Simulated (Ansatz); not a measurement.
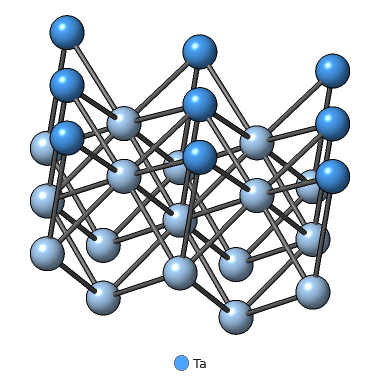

The system is N on a Ta(100) slab cut from the Im-3m phase, its upper half relaxed before the scan (16 atoms of substrate and one adsorbate in a 2 × 2 cell); the picture shows it without the atoms that are moved over the map. N is moved over the surface cell; relaxed at each place: the height of the adsorbate's atoms; substrate rigid; the origin of the map has the adsorbate above Ta13. Places are given modulo a cell vector. The map is drawn in real space over the plane of the surface. Grid: 8 × 8 points; 15 points were computed and 49 follow by symmetry. Places are given in fractions of the 1 × 1 surface cell. Energies: eV, counted from the lowest grid point. These are results of Ansatz 0.2.0, DFT PBE, scalar-relativistic, plane waves, PAW, not measurements. Settings: cutoff 420 eV, k-mesh 4×4×1, gaussian smearing 0.1 eV, no spin polarisation.

Range: position of N17 along the first surface vector from 0.000 to 0.875; position of N17 along the second surface vector from 0.000 to 0.875.

**What will the energy surface look like?**

The lowest grid point is at (3/8, 4/8) of the cell vectors [nearest 3 Ta at 2.15 Å]. The highest grid point, the top site over a surface Ta atom, (0/8, 0/8) of the cell vectors, lies 3.20 eV above the lowest. At the lowest point the adsorbate has 3 Ta at 2.15 Å as nearest neighbours, at the highest 1 Ta at 1.78 Å. Its relaxed height above the top atom is 0.61 Å at the lowest and 1.78 Å at the highest point.

```tsv
second ↓, first →	0/8	1/8	2/8	3/8	4/8	5/8	6/8	7/8
7/8	3.15	3.09	2.78	1.92	0.95	1.92	2.78	3.09
6/8	2.90	2.78	2.30	1.22	0.27	1.22	2.30	2.78
5/8	2.14	1.92	1.22	0.28	0.00	0.28	1.22	1.92
4/8	1.26	0.95	0.27	0.00	0.06	0.00	0.27	0.95
3/8	2.14	1.92	1.22	0.28	0.00	0.28	1.22	1.92
2/8	2.90	2.78	2.30	1.22	0.27	1.22	2.30	2.78
1/8	3.15	3.09	2.78	1.92	0.95	1.92	2.78	3.09
0/8	3.20	3.15	2.90	2.14	1.26	2.14	2.90	3.15
```

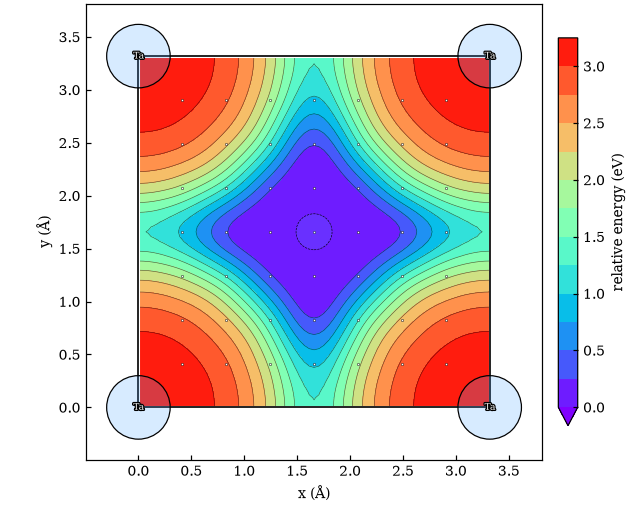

Drawn: filled contours, dots at the grid points, labelled circles for the atoms of the top layer and small ones for the second layer, the outline of one cell of the plane. Between grid points the surface is interpolated.

Time for the 15 points that were run: 31 min on 8 threads of Arm Neoverse N1 (shared host).

PAW datasets: the set soft_1.
